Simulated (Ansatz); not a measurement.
A periodic structure is given below.

```xyz
2
Lattice="2.7882 0.0000 0.0000 -1.3941 2.4146 0.0000 0.0000 0.0000 4.5106" Properties=species:S:1:pos:R:3 pbc="T T T"
Re    0.0000    1.6098    1.1276
Re    1.3941    0.8049    3.3829
```

### Interpret the file: composition, symmetry and coordination.

The element is rhenium. The lattice is primitive hexagonal and the space group P6_3/mmc (No. 194). This arrangement goes by the name hexagonal close-packed (Mg type). The cell holds two atoms. The neighbours of Re are twelve Re in an anticuboctahedral arrangement at 2.77 to 2.79 Å. The bonds build a three-dimensional framework.

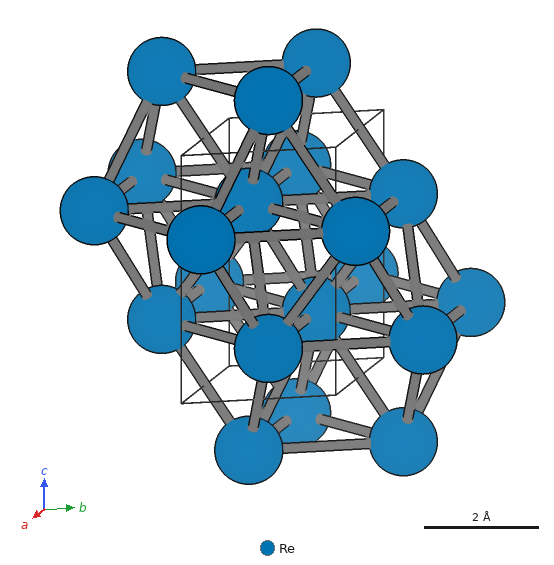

We look at a ball-and-stick model of the crystal slightly off an axis. The edges of the conventional unit cell are marked. Atoms of adjacent cells appear where they bond to atoms in the box.

The structure comes from a structure listed in the Materials Project. The cell was then strained or its atoms displaced on purpose. A calculation with Ansatz used it as input.

At this level of theory the cell isn't at rest (stretched, at -12 GPa), so its distances can differ from those at equilibrium, the more so the softer the solid.
